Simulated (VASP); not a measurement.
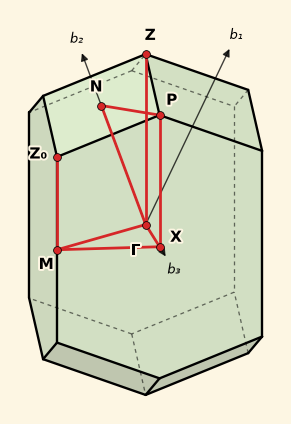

The figure shows the first Brillouin zone with its special points and a band path. Crystal: Ge, a cell listed in the Materials Project, as set up for an electronic-structure calculation. Symmetry computed with spglib at a tolerance of 0.002 Å; standard conventional cell.

Labels and path follow the convention of Hinuma et al. (2017), as computed by seekpath; the arrows show the directions of the reciprocal primitive vectors b₁, b₂, b₃.

Q: Name the Bravais lattice of the crystal.

A: A body-centred tetragonal lattice (tI; extended symbol tI1). The zone is an elongated dodecahedron in its combinatorial type: 12 faces (8 with 4 edges, 4 with 6 edges), 28 edges, 18 vertices.

Q: Write the standard path through the labelled points.

A: Γ–X–M–Γ–Z | Z₀–M | X–P–N–Γ
